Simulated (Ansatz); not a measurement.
## C: a failed or faulty run and its cure

System: C (slab, 4 atoms in the cell).
Method of run A: DFT, PBE, dispersion d3bj, plane waves, PAW, PAW set soft_1 (Ansatz 0.2.0).

The structure derives from an entry of the Crystallography Open Database. Text and figures count atoms from 1; the logs count them from 0 in places.

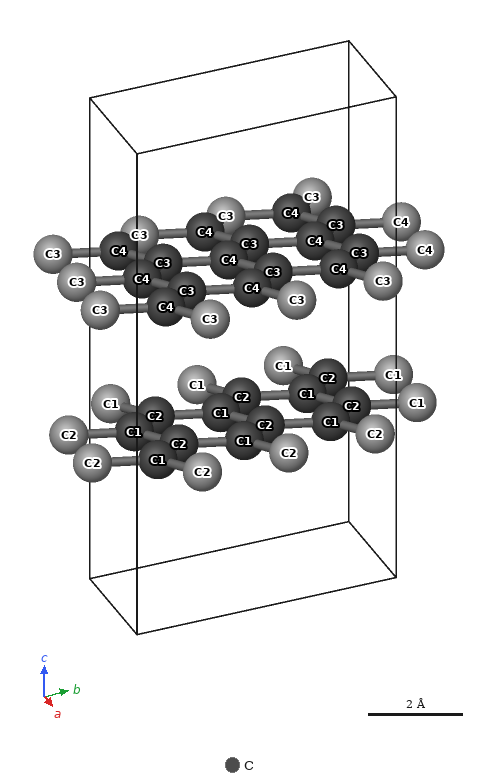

The structure as given in the input (ball-and-stick view of the 2 × 3 repeat of the cell, with the vacuum cut short, seen slightly off an axis; neighbours outside the cell are drawn fainter; atoms are numbered from 1 in the order of the input). An atom can appear more than once, as a periodic image. Near neighbours in the periodic cell (some may lie outside the picture): C has 3 C at 1.42 Å.

**Input file, run A**
```yaml
crystal:
  lattice:
    - [2.4656524409, 0.0, 0.0]
    - [-1.2328262205, 2.1353176508, 0.0]
    - [0.0, 0.0, 17.5000663883]
  atoms:
    - { symbol: C, position: [0.6666666667, 0.3333333333, 0.2571437784] }
    - { symbol: C, position: [0.3333333333, 0.6666666667, 0.2571418816] }
    - { symbol: C, position: [0.6666666667, 0.6666666667, 0.4605734749] }
    - { symbol: C, position: [1.0, 0.3333333333, 0.4605715781] }
basis:
  ecutwfc: "400 K"
kpoints:
  mp_grid: { grid: [15, 15, 1] }
hamiltonian:
  xc: pbe
  pseudopotentials: { kind: paw, azcp: { folder: soft_1 } }
  dispersion: d3bj
scf:
  occupations: { method: gaussian, width: 0.1 }
  max_iter: 75
output:
  forces: true
  eigenvalues: true
efield:
  axis: 3
  dipole_correction: true
  ramp_width: 0.04
```

Launched with:
```bash
ansatz run input.yaml --threads 1 --pin off --max-ram 3072MiB --backend cpu --events-out ev --progress --plain --runs-dir out
```

Hardware: 1 thread of Arm Neoverse N1, 24 GiB of memory available, shared host.

**Output (run A)**
```
Error: inconsistent input (basis.ecutwfc, kpoints): the smallest per-k basis holds n_pw = 0 plane waves (k-point 1, counted from 0 among those solved) but the deck needs at least 9 band(s) per channel, and no run solves more bands than the smallest per-k basis has plane waves; raise basis.ecutwfc until the smallest per-k basis, which caps the automatic band count, holds at least 9 plane waves
```

Question: Diagnose this run and give a change of the input that cures it.

Answer: A setting was made wrong on purpose: a cutoff in the wrong unit (`basis.ecutwfc`). The program refused the input: “inconsistent input (basis.ecutwfc, kpoints): the smallest per-k basis holds n_pw = 0 plane waves (k-point 1, counted from 0 among those solved) but the deck needs at least 9 band(s) per channel, and no run solves more bands than the smallest per-k basis has plane waves …”

A run of the same system that converges differs from this input as follows (lines with − go, lines with + come):
```diff
-  ecutwfc: "400 K"
+  ecutwfc: 420
-  max_iter: 75
```

**Output, shortened to warnings, some set-up lines, iterations and results (run B)**
```
Warning: the atoms were moved onto the symmetric positions of the space group found under crystal.symmetry.tolerance 1.0e-5 (fractional; no operation is sought that the atoms, as they stand in a round, miss by more than twice it, and no atom is moved by as much as it), and the run uses the moved positions. Before a round's move an operation carried an atom to 3.32e-5 Å from where it should land, …
Basis set: ecut = 420 eV, 1745 PW (Γ), exchange–correlation on 36×36×240 points (8 copies of the dense FFT grid, shifted against one another)
Symmetry: 2 space group operations
k-points: 64 of 225 (time reversal used)
Initial density: superposition of atomic densities (neutral atoms: chi_scale 0, normalization atom)
[...]
SCF iter   1: F=—  HF=-1006.466205 eV  |F-HF|=—  |Δ(HF+E_count)|=         —  Δρ=7.90e-2  dr2=5.18e0  ethr=3.10e-3  p=0.000 e·Å  D=3.58e-7 V/Å  ΔV_dip=-0.00 eV  …
SCF iter   2: F=—  HF=-1004.675706 eV  |F-HF|=—  |Δ(HF+E_count)|=    1.79e0  Δρ=3.02e-2  dr2=9.98e-1  ethr=3.10e-3  p=-0.001 e·Å  D=-1.33e-3 V/Å  ΔV_dip=0.02 eV  …
SCF iter   3: F=—  HF=-1004.215909 eV  |F-HF|=—  |Δ(HF+E_count)|=   4.60e-1  Δρ=5.19e-3  dr2=1.36e-2  ethr=3.10e-3  p=0.001 e·Å  D=2.36e-3 V/Å  ΔV_dip=-0.04 eV  …
SCF iter   4: F=—  HF=-1004.219309 eV  |F-HF|=—  |Δ(HF+E_count)|=   3.40e-3  Δρ=2.01e-3  dr2=1.84e-2  ethr=8.51e-5  p=-0.005 e·Å  D=-1.06e-2 V/Å  ΔV_dip=0.19 eV  …
SCF iter   5: F=—  HF=-1004.215863 eV  |F-HF|=—  |Δ(HF+E_count)|=   3.45e-3  Δρ=7.93e-4  dr2=6.40e-3  ethr=8.51e-5  p=0.008 e·Å  D=1.50e-2 V/Å  ΔV_dip=-0.26 eV  …
SCF iter   6: F=—  HF=-1004.214499 eV  |F-HF|=—  |Δ(HF+E_count)|=   1.36e-3  Δρ=2.20e-4  dr2=4.54e-5  ethr=4.00e-5  p=0.000 e·Å  D=4.38e-4 V/Å  ΔV_dip=-0.01 eV  …
SCF iter   7: F=—  HF=-1004.214528 eV  |F-HF|=—  |Δ(HF+E_count)|=   2.94e-5  Δρ=5.86e-5  dr2=3.45e-6  ethr=2.84e-7  p=-0.000 e·Å  D=-1.77e-4 V/Å  ΔV_dip=0.00 eV  …
SCF iter   8: F=—  HF=-1004.214529 eV  |F-HF|=—  |Δ(HF+E_count)|=   9.07e-7  Δρ=2.28e-5  dr2=3.12e-7  ethr=2.16e-8  p=0.000 e·Å  D=4.64e-5 V/Å  ΔV_dip=-0.00 eV  …
SCF iter   9: F=-1004.214529 eV  HF=-1004.214530 eV  |F-HF|=3.30e-8  |Δ(HF+E_count)|=   3.77e-7  Δρ=5.61e-6  dr2=5.41e-8  ethr=6.25e-10  p=0.000 e·Å  D=2.69e-5 V/Å  …
SCF 1 converged in 9 iterations: F = -1004.214529 eV  dr2 = 5.41e-8
SCF converged after 9 iterations
Free energy (F): -1004.214529 eV
Harris-Foulkes:  -1004.214530 eV  (|F-HF|=3.30e-8)
Internal energy: -1004.214363 eV  (E = F + TS)
E sigma→0 (E₀):  -1004.214446 eV
Entropy (-TS):   -0.000166 eV (-0.042 meV/atom)
Fermi energy:    0.063395 eV
Dipole field:    D = -0.000204 V/Å  (p = -0.000104 e·Å, saw-weighted, corrected)
Work function:   Φ+ = 4.2656 eV   Φ− = 4.2620 eV
Levels:          The Fermi level and band energies are counted from a zero that moves with the ramp; work functions are not
--- Per-component energies (eV) ---
  E_band       = -145.278814
  E_kinetic    = 353.927807
  E_local      = -5838.325084  (includes V_loc(G=0)·N_el)
  E_nonlocal   = 93.737028
  E_hartree    = 2753.975524
  E_xc         = -187.769277
  E_vxc        = -231.211541  (∫ρ·V_xc dr)
  E_paw        = -400.388263  (= ΣΔE_a)
  E_vpaw       = -31.358246  (= ΣTr[D̂ρ^β])
  E_aug_tail   = 0.000065  (compensation charges beyond the density's cutoff)
  E_efield     = 0.000000  (sawtooth field / dipole correction)
  E_vefield    = 0.000000  (∫n·V_field dr)
  E_ewald      = 2221.088248
  E_disp       = -0.460412  (pairwise vdW)
  E_smearing   = -0.000166  (= −TS)
  E_closure    = 0.000000  (closes the sum)
  Σ components = -1004.214529   (vs F -1004.214529, Δ=0.00e0)
--- Forces (eV/Å), atoms counted from 1 ---
  atom   1  C     -0.00474508     0.00104230     0.01247832
  atom   2  C     -0.00474508    -0.00104230     0.01247832
  atom   3  C      0.00474541    -0.00097840    -0.01223775
  atom   4  C      0.00474541     0.00097840    -0.01223775
  max |Σ_I F_I| component: 4.81e-4 eV/Å
```

**The two runs side by side**

| quantity | run A | run B |
| --- | --- | --- |
| outcome | refused | converged |
| free energy per atom (eV) | – | −251.0536 |
| gap on the mesh (eV) | – | 0.27 |
| work function (eV) | – | 4.27 |
| largest force (eV/Å) | – | 0.013 |
| SCF iterations | – | 9 |
| irreducible k-points | – | 64 |
| plane waves at Γ | – | 1745 |

Notes on run B: The program warns: the structure was made exactly symmetric.
